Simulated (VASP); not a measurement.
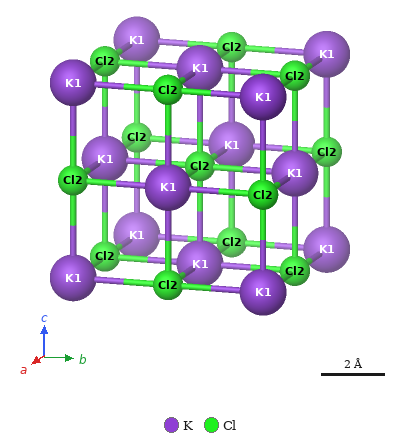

*The structure as given in the input (ball-and-stick view of the cell 4 times as large as that of the calculation, set on its symmetry axes, seen slightly off an axis; atoms are numbered from 1 in the order of the input).*

**KCl: geometry relaxation**

The run: geometry relaxation of KCl (Fm-3m, 2 atoms in the cell). Method and program: Kohn-Sham DFT of a periodic cell, PBE, VASP PAW PBE potentials, minimal, no spin polarisation (VASP 6.6.1).

The structure derives from an entry of the Crystallography Open Database.

## INCAR
```
SYSTEM = KCl
  PREC = Accurate
  ENCUT = 300
  EDIFF = 1E-7
  ISMEAR = 0
  SIGMA = 0.03
  LREAL = .False.
  LASPH = .True.
  NELM = 80
  ALGO = Normal
  ISIF = 3
  LWAVE = .False.
  LCHARG = .False.
  GGA = PE
  IBRION = 2
  NSW = 90
  EDIFFG = -0.005
```

## KPOINTS
```
regular mesh
0
Gamma
  4 4 4
  0 0 0
```

## POSCAR
```
KCl                                     
1.0
    0.0000000000      3.1958453704      3.1958453704
    3.1958453704      0.0000000000      3.1958453704
    3.1958453704      3.1958453704     -0.0000000000
  K               Cl            
     1     1
Direct
     0.0000000000000000    0.0000000000000000    0.0000000000000000
     0.5000000000000000    0.5000000000000000    0.5000000000000000
```

Run as:
```bash
cat potpaw_PBE.64/K_pv/POTCAR potpaw_PBE.64/Cl/POTCAR > POTCAR
mpirun -np 1 vasp_std > vasp.out
```

## OSZICAR
```
N       E                     dE             d eps       ncg     rms          rms(c)
DAV:   1     0.610165647547E+02    0.61017E+02   -0.47368E+03   176   0.722E+02
DAV:   2    -0.294656081267E+01   -0.63963E+02   -0.61001E+02   250   0.164E+02
DAV:   3    -0.702433368404E+01   -0.40778E+01   -0.40688E+01   212   0.415E+01
DAV:   4    -0.706609760855E+01   -0.41764E-01   -0.41752E-01   214   0.491E+00
DAV:   5    -0.706653962312E+01   -0.44201E-03   -0.44201E-03   217   0.507E-01    0.287E+00
DAV:   6    -0.676507276019E+01    0.30147E+00   -0.67553E-01   188   0.451E+00    0.234E+00
DAV:   7    -0.675048223767E+01    0.14591E-01   -0.13828E-01   208   0.229E+00    0.140E+00
DAV:   8    -0.676363376534E+01   -0.13152E-01   -0.14281E-02   179   0.105E+00    0.168E-01
DAV:   9    -0.676460578279E+01   -0.97202E-03   -0.13812E-03   226   0.282E-01    0.101E-01
DAV:  10    -0.676511098637E+01   -0.50520E-03   -0.55072E-04   179   0.174E-01    0.343E-02
DAV:  11    -0.676510613393E+01    0.48524E-05   -0.13676E-05   237   0.247E-02    0.106E-02
DAV:  12    -0.676510933792E+01   -0.32040E-05   -0.39404E-06   182   0.144E-02    0.485E-03
DAV:  13    -0.676510885086E+01    0.48706E-06   -0.53417E-07   194   0.517E-03    0.236E-03
DAV:  14    -0.676510904702E+01   -0.19616E-06   -0.31963E-08   200   0.137E-03    0.388E-04
DAV:  15    -0.676510909010E+01   -0.43081E-07   -0.88075E-10   115   0.309E-04
   1 F= -.67651091E+01 E0= -.67651091E+01  d E =-.676511E+01
       N       E                     dE             d eps       ncg     rms          rms(c)
DAV:   1    -0.676531650676E+01   -0.20746E-03   -0.34647E-03   176   0.469E-01    0.757E-02
DAV:   2    -0.676515565628E+01    0.16085E-03   -0.32078E-04   191   0.112E-01    0.263E-02
DAV:   3    -0.676513571069E+01    0.19946E-04   -0.66886E-05   176   0.582E-02    0.159E-02
DAV:   4    -0.676513317882E+01    0.25319E-05   -0.39880E-06   205   0.227E-02    0.451E-03
DAV:   5    -0.676513293593E+01    0.24289E-06   -0.41070E-07   197   0.537E-03    0.157E-03
DAV:   6    -0.676513283571E+01    0.10022E-06   -0.37199E-08   106   0.201E-03    0.263E-04
DAV:   7    -0.676513281900E+01    0.16715E-07   -0.49204E-09    94   0.652E-04
   2 F= -.67651328E+01 E0= -.67651328E+01  d E =-.237289E-04
```

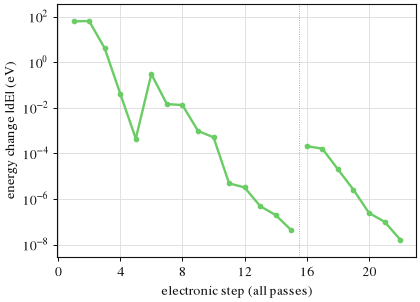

*Convergence of the self-consistent field: energy change |dE| against the electronic step. Each stretch between dotted lines is the SCF of one geometry step of a relaxation.*

The 2 ionic steps take 7 to 15 electronic steps each. The density is held fixed in the first few steps, and dE rises again when its update begins.

## Parts of OUTCAR
```
SYSTEM = KCl
   PREC = Accurate
   ENCUT = 300
   EDIFF = 1E-7
   ISMEAR = 0
   LREAL = .False.
   LASPH = .True.
   NELM = 80
   ISIF = 3
   GGA = PE
   IBRION = 2
   NSW = 90
   EDIFFG = -0.005

 ion  position               nearest neighbor table
   1  0.000  0.000  0.000-   2 3.20   2 3.20   2 3.20   2 3.20   2 3.20   2 3.20
   2  0.500  0.500  0.500-   1 3.20   1 3.20   1 3.20   1 3.20   1 3.20   1 3.20

  LATTYP: Found a face centered cubic cell.
 ALAT       =     6.3916907408

  Lattice vectors:

 A1 = (   0.0000000000,   3.1958453704,   3.1958453704)
 A2 = (   3.1958453704,   0.0000000000,   3.1958453704)
 A3 = (   3.1958453704,   3.1958453704,   0.0000000000)

Analysis of symmetry for initial positions (statically):
=====================================================================
 Subroutine PRICEL returns:
 Original cell was already a primitive cell.

 Routine SETGRP: Setting up the symmetry group for a
 face centered cubic supercell.

 Subroutine GETGRP returns: Found 48 space group operations
 (whereof 48 operations were pure point group operations)
 out of a pool of 48 trial point group operations.

The static configuration has the point symmetry O_h .

Analysis of symmetry for dynamics (positions and initial velocities):
=====================================================================
 Subroutine PRICEL returns:
 Original cell was already a primitive cell.

 Routine SETGRP: Setting up the symmetry group for a
 face centered cubic supercell.

 Subroutine GETGRP returns: Found 48 space group operations
 (whereof 48 operations were pure point group operations)
 out of a pool of 48 trial point group operations.

The dynamic configuration has the point symmetry O_h .

 Subroutine INISYM returns: Found 48 space group operations
 (whereof 48 operations are pure point group operations),
 and found     1 'primitive' translations

----------------------------------------------------------------------------------------

                                     Primitive cell

  volume of cell :      65.2811

  direct lattice vectors                    reciprocal lattice vectors
     0.000000000  3.195845370  3.195845370    -0.156453126  0.156453126  0.156453126
     3.195845370  0.000000000  3.195845370     0.156453126 -0.156453126  0.156453126
     3.195845370  3.195845370  0.000000000     0.156453126  0.156453126 -0.156453126

  length of vectors
     4.519607866  4.519607866  4.519607866     0.270984764  0.270984764  0.270984764

  position of ions in fractional coordinates (direct lattice)
     0.000000000  0.000000000  0.000000000
     0.500000000  0.500000000  0.500000000

  ion indices of the primitive-cell ions
   primitive index   ion index
                 1           1
                 2           2

----------------------------------------------------------------------------------------

 KPOINTS: regular mesh

Automatic generation of k-mesh.
 Grid dimensions read from file:
 generate k-points for:    4    4    4

 Generating k-lattice:

  Cartesian coordinates                     Fractional coordinates (reciprocal lattice)
    -0.039113282  0.039113282  0.039113282     0.250000000  0.000000000  0.000000000
     0.039113282 -0.039113282  0.039113282     0.000000000  0.250000000  0.000000000
     0.039113282  0.039113282 -0.039113282     0.000000000  0.000000000  0.250000000

  Length of vectors
     0.067746191  0.067746191  0.067746191

  Shift w.r.t. Gamma in fractional coordinates (k-lattice)
     0.000000000  0.000000000  0.000000000

 Subroutine IBZKPT returns following result:
 ===========================================

 Found      8 irreducible k-points:

 Following reciprocal coordinates:
            Coordinates               Weight
  0.000000  0.000000  0.000000      1.000000
  0.250000  0.000000  0.000000      8.000000
  0.500000  0.000000  0.000000      4.000000
  0.250000  0.250000  0.000000      6.000000
  0.500000  0.250000  0.000000     24.000000
 -0.250000  0.250000  0.000000     12.000000
  0.500000  0.500000  0.000000      3.000000
 -0.250000  0.500000  0.250000      6.000000
   k-points           NKPTS =      8   k-points in BZ     NKDIM =      8   number of bands    NBANDS=     11
   number of dos      NEDOS =    301   number of ions     NIONS =      2
   total plane-waves  NPLWV =  21952
   dimension x,y,z NGX =    28 NGY =   28 NGZ =   28
   dimension x,y,z NGXF=    56 NGYF=   56 NGZF=   56
   ions per type =               1   1
   NGX,Y,Z   is equivalent  to a cutoff of  10.30, 10.30, 10.30 a.u.
   NGXF,Y,Z  is equivalent  to a cutoff of  20.60, 20.60, 20.60 a.u.
 SYSTEM =  KCl
   PREC   = accura    normal or accurate (medium, high low for compatibility)
   ISTART =      0    job   : 0-new  1-cont  2-samecut
   ICHARG =      2    charge: 1-file 2-atom 10-const
   ISPIN  =      1    spin polarized calculation?
   LNONCOLLINEAR =      F non collinear calculations
   LSORBIT =      F    spin-orbit coupling
   LASPH  =      T    aspherical Exc in radial PAW
   ENCUT  =  300.0 eV  22.05 Ry    4.70 a.u.   6.38  6.38  6.38*2*pi/ulx,y,z
   NELM   =     80;   NELMIN=  2; NELMDL= -5     # of ELM steps
   EDIFF  = 0.1E-06   stopping-criterion for ELM
   LREAL  =      F    real-space projection
   EDIFFG = -.5E-02   stopping-criterion for IOM
   NSW    =     90    number of steps for IOM
   IBRION =      2    ionic relax: 0-MD 1-quasi-New 2-CG
   NFREE  =      1    steps in history (QN), initial steepest desc. (CG)
   ISIF   =      3    stress and relaxation
   ISYM   =      2    0-nonsym 1-usesym 2-fastsym
   POTIM  = 0.5000    time-step for ionic-motion
   TEBEG  =    0.0;   TEEND  =   0.0 temperature during run
   PSTRESS=    0.0 pullay stress
   NELECT =      14.0000    total number of electrons
   NUPDOWN=      -1.0000    fix difference up-down
   EMIN   =  10.00;   EMAX   =-10.00  energy-range for DOS
   EFERMI =   0.00;   METHOD = LEGACY
   ISMEAR =     0;   SIGMA  =   0.03  broadening in eV -4-tet -1-fermi 0-gaus
   EFERMI_NEDOS =   21; number of points for ismear=-14 and -15
   IALGO  =     38    algorithm
   IMIX   =      4    mixing-type and parameters
     AMIX     =   0.40;   BMIX     =  1.00
     AMIX_MAG =   1.60;   BMIX_MAG =  1.00
  volume/ion in A,a.u.               =      32.64       220.27
  Fermi-wavevector in a.u.,A,eV,Ry     =   0.979915  1.851771 13.064769  0.960233
  Thomas-Fermi vector in A             =   2.110805
   LORBIT       =      0    0 simple, 1 ext, 2 COOP (PROOUT), +10 PAW based schemes
   GGA     = PE    functional components
   LHFCALC =     F    Hartree Fock is set to
   AEXX    =    0.0000 exact exchange contribution
   IVDW    =     0    specifies the selected vdW correction
   LEPSILON=     F    determine dielectric tensor
   LRPA    =     F    only Hartree local field effects (RPA)
 conjugate gradient relaxation of ions
 non-spin polarized calculation
 Gauss-broadening in eV      SIGMA  =   0.03
  energy-cutoff  :      300.00
  volume of cell :       65.28
 maximum number of plane-waves:       778
 NGX is ok and might be reduce to    28
   NGX = 13   NGY = 13   NGZ = 13

--------------------------------------- Ionic step        1  -------------------------------------------

 number of electron      13.9999998 magnetization

 Free energy of the ion-electron system (eV)
  ---------------------------------------------------
  ext. energy  EPLUGINS =         0.00000000
  ---------------------------------------------------
  free energy    TOTEN  =        -6.76510909 eV

  energy without entropy =       -6.76510909  energy(sigma->0) =       -6.76510909

------------------------ aborting loop because EDIFF is reached ----------------------------------------

  FORCE on cell =-STRESS in cart. coord.  units (eV):
  Direction    XX          YY          ZZ          XY          YZ          ZX
  --------------------------------------------------------------------------------------
  -------------------------------------------------------------------------------------
  Total        0.0214188      0.0214188      0.0214188     -0.0000000      0.0000000     -0.0000000
  in kB        0.5256763      0.5256763      0.5256763     -0.0000000      0.0000000     -0.0000000
  external PRESSURE =       0.5256763 kB  Pullay stress =       0.0000000 kB

 VOLUME and BASIS-vectors are now :
 -----------------------------------------------------------------------------
  energy-cutoff  :      300.00
  volume of cell :       65.28
      direct lattice vectors                 reciprocal lattice vectors
     0.000000000  3.195845370  3.195845370    -0.156453126  0.156453126  0.156453126
     3.195845370  0.000000000  3.195845370     0.156453126 -0.156453126  0.156453126
     3.195845370  3.195845370  0.000000000     0.156453126  0.156453126 -0.156453126

 POSITION                                       TOTAL-FORCE (eV/Angst)
 -----------------------------------------------------------------------------------
      0.00000      0.00000      0.00000         0.000000     -0.000000     -0.000000
      3.19585      3.19585      3.19585        -0.000000      0.000000      0.000000
 -----------------------------------------------------------------------------------
    total drift:                                0.000000      0.000000      0.000000

  FREE ENERGIE OF THE ION-ELECTRON SYSTEM (eV)
  ---------------------------------------------------
  free  energy   TOTEN  =        -6.7651090901 eV

  energy  without entropy=       -6.7651090901  energy(sigma->0) =       -6.76510909

--------------------------------------- Ionic step        2  -------------------------------------------

 number of electron      13.9999998 magnetization

 Free energy of the ion-electron system (eV)
  ---------------------------------------------------
  ext. energy  EPLUGINS =         0.00000000
  ---------------------------------------------------
  free energy    TOTEN  =        -6.76513282 eV

  energy without entropy =       -6.76513282  energy(sigma->0) =       -6.76513282

 E-fermi :  -3.1028     XC(G=0):  -7.3126     alpha+bet : -5.5761

 val. band max:       -3.2310763394   @ k =   0.0000   0.0000   0.0000
 cond. band min:       1.7833465112   @ k =   0.0000   0.0000   0.0000
 fundamental gap:      5.0144228505
 Fermi energy:        -3.1028340076

 k-point     1 :       0.0000    0.0000    0.0000
  band No.  band energies     occupation
      1     -15.3128      2.00000
      2     -13.9974      2.00000
      3     -13.9974      2.00000
      4     -13.9974      2.00000
      5      -3.2311      2.00000
      6      -3.2311      2.00000
      7      -3.2311      2.00000
      8       1.7833      0.00000
      9       5.1259      0.00000
     10       5.1259      0.00000
     11       5.1259      0.00000

 k-point     2 :       0.2500    0.0000    0.0000
  band No.  band energies     occupation
      1     -15.3978      2.00000
      2     -14.0016      2.00000
      3     -14.0016      2.00000
      4     -13.8855      2.00000
      5      -3.7767      2.00000
      6      -3.3794      2.00000
      7      -3.3794      2.00000
      8       3.0013      0.00000
      9       4.8810      0.00000
     10       5.8585      0.00000
     11       5.8585      0.00000

 k-point     3 :       0.5000    0.0000    0.0000
  band No.  band energies     occupation
      1     -15.4719      2.00000
      2     -14.0057      2.00000
      3     -14.0057      2.00000
      4     -13.7837      2.00000
      5      -4.2111      2.00000
      6      -3.5179      2.00000
      7      -3.5179      2.00000
      8       4.2243      0.00000
      9       5.1758      0.00000
     10       7.2271      0.00000
     11       7.2271      0.00000

 k-point     4 :       0.2500    0.2500    0.0000
  band No.  band energies     occupation
      1     -15.3503      2.00000
      2     -14.0204      2.00000
      3     -14.0204      2.00000
      4     -13.9291      2.00000
      5      -3.8114      2.00000
      6      -3.3543      2.00000
      7      -3.3543      2.00000
      8       3.2026      0.00000
      9       4.0239      0.00000
     10       6.4460      0.00000
     11       6.5690      0.00000

 k-point     5 :       0.5000    0.2500    0.0000
  band No.  band energies     occupation
      1     -15.3557      2.00000
      2     -14.0503      2.00000
      3     -14.0247      2.00000
      4     -13.9117      2.00000
      5      -3.9432      2.00000
      6      -3.5998      2.00000
      7      -3.4825      2.00000
      8       4.1252      0.00000
      9       4.8378      0.00000
     10       6.6982      0.00000
     11       7.0811      0.00000

 k-point     6 :      -0.2500    0.2500    0.0000
  band No.  band energies     occupation
      1     -15.4021      2.00000
      2     -14.0495      2.00000
      3     -14.0060      2.00000
      4     -13.8503      2.00000
      5      -3.9857      2.00000
      6      -3.5391      2.00000
      7      -3.5065      2.00000
      8       4.1929      0.00000
      9       4.8318      0.00000
     10       6.5387      0.00000
     11       6.5573      0.00000

 k-point     7 :       0.5000    0.5000    0.0000
  band No.  band energies     occupation
      1     -15.2144      2.00000
      2     -14.1147      2.00000
      3     -14.0436      2.00000
      4     -14.0436      2.00000
      5      -3.8609      2.00000
      6      -3.4470      2.00000
      7      -3.4470      2.00000
      8       3.3274      0.00000
      9       4.8935      0.00000
     10       6.5713      0.00000
     11       6.9932      0.00000

 k-point     8 :      -0.2500    0.5000    0.2500
  band No.  band energies     occupation
      1     -15.3004      2.00000
      2     -14.0790      2.00000
      3     -14.0790      2.00000
      4     -13.9184      2.00000
      5      -3.6820      2.00000
      6      -3.6820      2.00000
      7      -3.6758      2.00000
      8       4.7370      0.00000
      9       4.7370      0.00000
     10       6.0131      0.00000
     11       6.4596      0.00000

------------------------ aborting loop because EDIFF is reached ----------------------------------------

  FORCE on cell =-STRESS in cart. coord.  units (eV):
  Direction    XX          YY          ZZ          XY          YZ          ZX
  --------------------------------------------------------------------------------------
  -------------------------------------------------------------------------------------
  Total        0.0094742      0.0094742      0.0094742     -0.0000000     -0.0000000     -0.0000000
  in kB        0.2321623      0.2321623      0.2321623     -0.0000000     -0.0000000     -0.0000000
  external PRESSURE =       0.2321623 kB  Pullay stress =       0.0000000 kB

 VOLUME and BASIS-vectors are now :
 -----------------------------------------------------------------------------
  energy-cutoff  :      300.00
  volume of cell :       65.38
      direct lattice vectors                 reciprocal lattice vectors
    -0.000000000  3.197496503  3.197496503    -0.156372337  0.156372337  0.156372337
     3.197496503  0.000000000  3.197496503     0.156372337 -0.156372337  0.156372337
     3.197496503  3.197496503 -0.000000000     0.156372337  0.156372337 -0.156372337

 POSITION                                       TOTAL-FORCE (eV/Angst)
 -----------------------------------------------------------------------------------
      3.19750      3.19750      6.39499        -0.000000      0.000000      0.000000
      3.19750      3.19750      3.19750         0.000000      0.000000     -0.000000
 -----------------------------------------------------------------------------------
    total drift:                                0.000000      0.000000      0.000000

  FREE ENERGIE OF THE ION-ELECTRON SYSTEM (eV)
  ---------------------------------------------------
  free  energy   TOTEN  =        -6.7651328190 eV

  energy  without entropy=       -6.7651328190  energy(sigma->0) =       -6.76513282

 reached required accuracy - stopping structural energy minimisation
```

## CONTCAR
```
KCl
   1.00000000000000
    -0.0000000000000000    3.1974965034443414    3.1974965034443414
     3.1974965034443414    0.0000000000000000    3.1974965034443414
     3.1974965034443414    3.1974965034443414   -0.0000000000000000
  K               Cl
     1     1
Direct
     1.0000000000000000    1.0000000000000000    0.0000000000000000
     0.5000000000000000    0.5000000000000000    0.5000000000000000

  0.00000000E+00  0.00000000E+00  0.00000000E+00
  0.00000000E+00  0.00000000E+00  0.00000000E+00
```

## Trajectory as extended XYZ (Å, eV, eV/Å), 2 frames, from step=0 to step=1
```
2
Lattice="0.0000 3.1958 3.1958 3.1958 0.0000 3.1958 3.1958 3.1958 0.0000" Properties=species:S:1:pos:R:3:forces:R:3 step=0 energy=-6.76511
K     0.0000    0.0000    0.0000    0.0000   0.0000   0.0000
Cl    3.1958    3.1958    3.1958    0.0000   0.0000   0.0000
2
Lattice="-0.0000 3.1975 3.1975 3.1975 0.0000 3.1975 3.1975 3.1975 -0.0000" Properties=species:S:1:pos:R:3:forces:R:3 step=1 energy=-6.76513
K     3.1975    3.1975    6.3950    0.0000   0.0000   0.0000
Cl    3.1975    3.1975    3.1975    0.0000   0.0000   0.0000
```

## Summary

```tsv
quantity	value
outcome	converged
space group (tolerance 0.01 Å)	Fm-3m (225)
electrons treated	14
free energy	−6.7651 eV
Fermi energy	−3.103 eV
gap on the k-point mesh	5.01 eV
pressure	0.02 GPa
final volume	65.38 Å³
largest force (length of the vector) at the end	under 0.001 eV/Å
final cell	a = 4.522 Å, b = 4.522 Å, c = 4.522 Å, α = 60.00°, β = 60.00°, γ = 60.00°
hardware	1 thread of Intel Xeon @ 2.90GHz (Ice Lake), 64 GiB of memory available, shared host
wall time	14 s
peak memory	0.15 GiB
```
